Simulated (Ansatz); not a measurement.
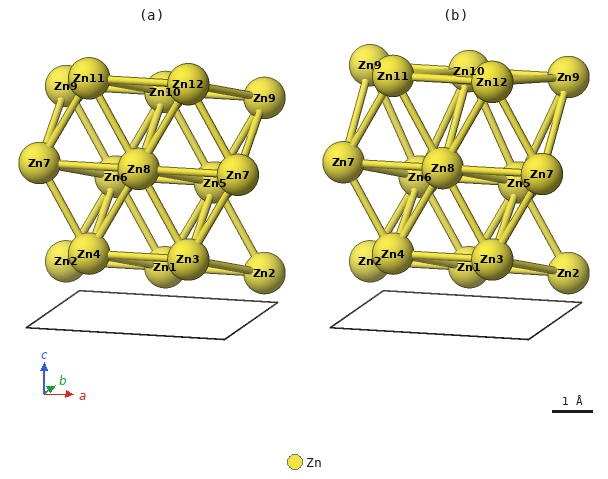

The structure of a slab of composition Zn (cut from the P6_3/mmc phase) before (left) and after (right) a constrained relaxation, at one scale.

The picture is a ball-and-stick view of the cell of the calculation, outlined in the plane, without the vacuum, seen slightly off an axis.

Case: clean slab, lower planes held. The slab is the (1 0 0) face of Zn. 6 atoms are held fixed.

Method: DFT PBE+D3(BJ), scalar-relativistic, plane waves, PAW (Ansatz).

Input file:
```yaml
crystal:
  lattice:
    - [5.2355063852, 0.0, 0.0]
    - [0.0, 4.8035762428, 0.0]
    - [0.0, 0.0, 21.2897617865]
  atoms:
    - { symbol: Zn, position: [0.5, 0.75, 0.3757674736] }
    - { symbol: Zn, position: [0.0, 0.75, 0.3757674736] }
    - { symbol: Zn, position: [0.75, 0.25, 0.4112624811] }
    - { symbol: Zn, position: [0.25, 0.25, 0.4112624811] }
    - { symbol: Zn, position: [0.75, 0.75, 0.4822524962] }
    - { symbol: Zn, position: [0.25, 0.75, 0.4822524962] }
    - { symbol: Zn, position: [0.0, 0.25, 0.5177475038] }
    - { symbol: Zn, position: [0.5, 0.25, 0.5177475038] }
    - { symbol: Zn, position: [0.0, 0.75, 0.5887375189] }
    - { symbol: Zn, position: [0.5, 0.75, 0.5887375189] }
    - { symbol: Zn, position: [0.25, 0.25, 0.6242325264] }
    - { symbol: Zn, position: [0.75, 0.25, 0.6242325264] }
basis:
  ecutwfc: 420
kpoints:
  mp_grid: { grid: [4, 4, 1] }
hamiltonian:
  xc: pbe
  dispersion: d3bj
scf:
  occupations: { method: gaussian, width: 0.1 }
output:
  forces: true
  eigenvalues: true
relax:
  adjacent_minimum: "off"
  f_tol: 0.03
  max_steps: 70
  constraints: [{ sites: [0, 1, 2, 3, 4, 5] }]
efield:
  axis: 3
  dipole_correction: true
  ramp_width: 0.04
```

Launched with:
```bash
ansatz run input.yaml --threads 4 --pin off --max-ram 12288MiB --backend cpu --events-out ev --progress --plain --runs-dir out
```

Summarise the run.

Answer. The largest moves, 0.54 Å, are those of Zn9 and Zn10. Zn9 goes along the normal (+c). The cell stays as it was. Among the contacts that change: Zn5–Zn10 2.618 → 3.097 Å, Zn7–Zn9 2.838 → 3.146 Å, Zn10–Zn11 2.838 → 2.749 Å, Zn7–Zn11 2.618 → 2.654 Å. Bond angles that change, for instance: Zn11–Zn9–Zn12 149.1° → 168.4°, Zn11–Zn9–Zn11 115.6° → 121.8°. The energy falls by 0.340 eV per cell of the calculation in 4 accepted moves (5 points after the start). Largest force component: 0.79 eV/Å at the start, 0.0083 eV/Å at the end. 1 step only repeated the SCF at the same geometry. The run took 56 s on 4 threads of Intel(R) Xeon(R) Platinum 8488C (Sapphire Rapids) (shared host), peak memory 1.4 GiB.
